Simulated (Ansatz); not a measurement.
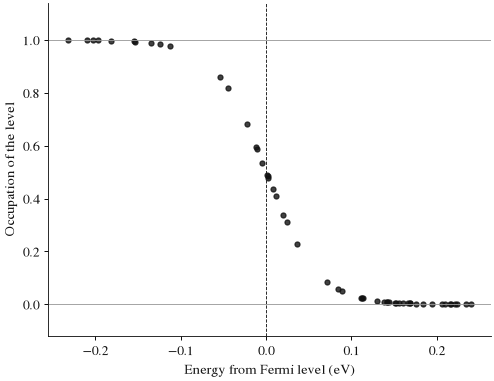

Occupations of the one-electron levels of the k mesh against their energy, from a run on Zr, space group P6_3/mmc, 2 atoms in the cell, with Ansatz.

**Which smearing scheme was used (Fermi-Dirac, Gaussian, Methfessel-Paxton or cold), and about what width?**

Fermi-Dirac smearing with a width of 0.03 eV. The occupations stay between 0 and 1 and have long exponential tails; the slope at the Fermi level is 1/(4 × width).
